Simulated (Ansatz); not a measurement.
Consider this structure, Ir.

```cif
data_structure
_symmetry_space_group_name_H-M 'P 1'
_symmetry_Int_Tables_number 1
_cell_length_a 2.6173
_cell_length_b 2.6173
_cell_length_c 2.6173
_cell_angle_alpha 90.000
_cell_angle_beta 90.000
_cell_angle_gamma 90.000
_cell_volume 17.93
loop_
_atom_site_label
_atom_site_type_symbol
_atom_site_fract_x
_atom_site_fract_y
_atom_site_fract_z
_atom_site_occupancy
Ir1 Ir 0.00000 0.00000 0.00000 1
```

It is based on the end point of a relaxation with Ansatz, DFT, BLYP, plane waves (420 eV) with PAW, scalar-relativistic; the starting structure was generated, so it need not be a known form of this composition.

Question: Where will the first 4 clear peaks of its X-ray PDF lie (peak width σ = 0.12 Å), and from which pairs do they come?

Answer: 1. 2.61 Å: Ir–Ir at 2.62 Å
2. 3.70 Å: Ir–Ir at 3.70 Å
3. 4.53 Å: Ir–Ir at 4.53 Å
4. 5.23 Å: Ir–Ir at 5.23 Å

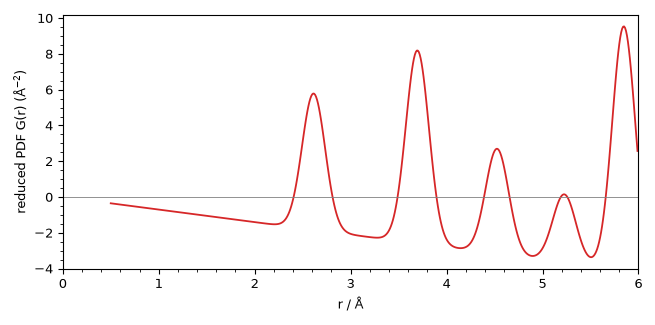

Computed X-ray G(r), with each pair weighted by the product of the atomic numbers (X-ray weights at Q = 0) and a uniform peak width σ = 0.12 Å. No termination ripples are included.
